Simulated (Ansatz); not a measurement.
Consider Ge.

```
Ge
1.0
     5.14898    0.00000    0.00000
     0.00000    5.14898    0.00000
     0.00000    0.00000    2.79483
Ge
4
Cartesian
  0.0000 0.0000 1.3974
  2.5745 2.5745 0.0000
  2.5745 0.0000 0.6987
  0.0000 2.5745 2.0961
```

Space group I4₁/amd; a structure from a database of computed crystals, not necessarily the ambient phase.

Computed with Ansatz 0.2.0, Kohn-Sham DFT of a periodic cell, HSE06, Ansatz PAW.

Q: Predict the valence pseudo-density and electron localisation function between the atoms.

A: Ge–Ge (2.67 Å): ρ at the midpoint is about 0.34 e/Å³; the ELF peaks at about 0.65 between the atoms.
Ge–Ge (2.79 Å): the density is about 0.26 e/Å³ at the midpoint; the ELF reaches about 0.50 near the midpoint.

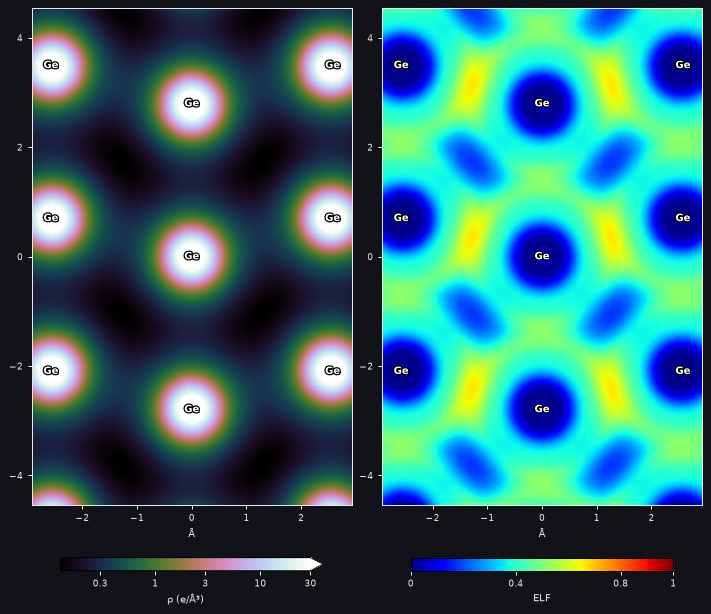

Computed valence pseudo-density and electron localisation function on the (100) plane of the conventional cell, in this order. 

Core electrons are frozen (PAW), and the valence fields are smoothed inside the atomic spheres.
